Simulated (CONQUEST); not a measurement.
# C: 7 runs along one coordinate

System: C (P6₃/mmc, 8 atoms in the cell).
Method: Kohn-Sham DFT of a periodic cell, PBE, PseudoDojo NC PBE, no spin polarisation (CONQUEST 1.3).

The 7 runs differ only in the geometry, by an even scaling of the cell at fixed fractional positions. The structure derives from an entry of the Crystallography Open Database.

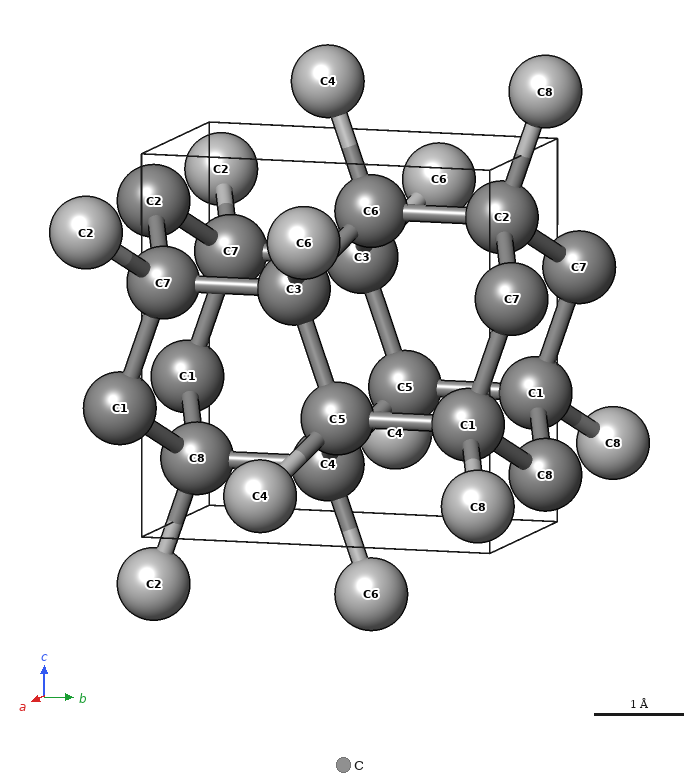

Figure 1. The structure of run 4 (ball-and-stick view of the cell of the calculation, seen slightly off an axis; neighbours outside the cell are drawn fainter; atoms are numbered from 1 in the order of the input).

## Input of run 4
```
IO.Title C
IO.Coordinates coords.dat
IO.FractionalAtomicCoords T
IO.Iprint 2
IO.Iprint_init 1
General.NumberOfSpecies 1
General.PseudopotentialType hamann
AtomMove.TypeOfRun static
AtomMove.FullStress T
Grid.PointsAlongX 24
Grid.PointsAlongY 40
Grid.PointsAlongZ 48
DM.SolutionMethod diagon
Diag.MPMesh T
Diag.GammaCentred T
Diag.MPMeshX 7
Diag.MPMeshY 4
Diag.MPMeshZ 4
Diag.kT 0.00183747
minE.SCTolerance 1e-6
SC.MaxIters 100
IO.AtomChargeOutput T
%block ChemicalSpeciesLabel
1 12.010 C
%endblock
```

Command:
```bash
Conquest
```

Lattice vectors (Å) and fractional positions of run 4:
```
   2.522100    0.000000    0.000000
   0.000000    4.118600    0.000000
   0.000000    0.000000    4.368405
C   0.000000  0.937500  0.333333
C   0.500000  0.937500  0.833333
C   0.000000  0.437500  0.666667
C   0.500000  0.437500  0.166667
C   0.000000  0.562500  0.333333
C   0.500000  0.562500  0.833333
C   0.000000  0.062500  0.666667
C   0.500000  0.062500  0.166667
```

Run 3 has the same physical settings and fractional positions; its lattice vectors (Å) are:
```
   2.505173    0.000000    0.000000
   0.000000    4.090958    0.000000
   0.000000    0.000000    4.339086
```

## Results, with one run withheld

| run | volume per atom (Å³) | free energy per atom, from the lowest run given (meV) | pressure (GPa) | gap on the mesh (eV) |
| --- | --- | --- | --- | --- |
| 1 | 5.332 | 53.54 | 40.39 | 3.43 |
| 2 | 5.445 | 29.03 | 29.08 | 3.50 |
| 3 | 5.559 | ? | ? | ? |
| 4 | 5.672 | 2.97 | 8.59 | 3.61 |
| 5 | 5.786 | 0.00 | −0.15 | 3.66 |
| 6 | 5.899 | 2.83 | −7.95 | 3.72 |
| 7 | 6.012 | 11.06 | −15.34 | 3.76 |

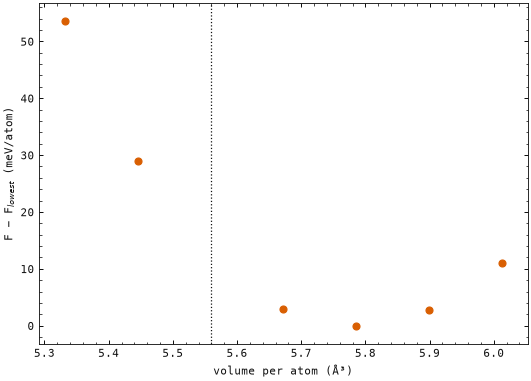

Figure 2. Free energy per atom of the runs given; the dotted line marks run 3.

Estimate the energy of run 3 from the others.

A cubic polynomial in V^(−2/3) (the Birch–Murnaghan form), fitted to the 6 runs given, misses them by at most 0.05 meV per atom. With x = V^(−2/3) − 0.31403 Å⁻², it reads F = 2.4084 + 1316.8 x + 1.785e+05 x² + 35596 x³ (meV per atom). At run 3 it gives 12.35 meV per atom, and the run itself gives 12.34. The slope of the fit gives a pressure −dF/dV of 18.21 GPa there, and the run prints 18.25 GPa. The fit has its minimum at 5.784 Å³ per atom, where V d²F/dV² gives 422 GPa. Cell shape and fractional positions are held, so this is the stiffness under even scaling; the relaxed bulk modulus wasn't computed. The gap on the mesh goes, without turning, from 3.43 eV in run 1 to 3.76 eV in run 7; run 3 has 3.56 eV. These are gaps of this functional on this mesh, which can miss the band edges; they aren't the measured gap.

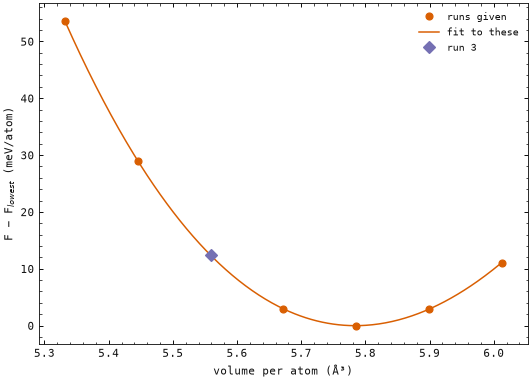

Figure 3. The fit and the withheld run.

## Some lines of the output (run 3)
```
[...]
      Using Fermi-Dirac smearing
          DFT Total Energy                 :       -48.083356348166134 Ha
          DFT Total Energy                 :       -48.098378600491245 Ha
          DFT Total Energy                 :       -48.100571286154135 Ha
          DFT Total Energy                 :       -48.100574893527167 Ha
          DFT Total Energy                 :       -48.100575264330217 Ha
          DFT Total Energy                 :       -48.100575276368389 Ha
          DFT Total Energy                 :       -48.100575277138745 Ha
      |* DFT total energy        =       -48.100575277138745 Ha
    force: Average pressure:     18.24722094 GPa
```

Notes: With a small basis of atomic orbitals these values can differ much from converged plane-wave results.
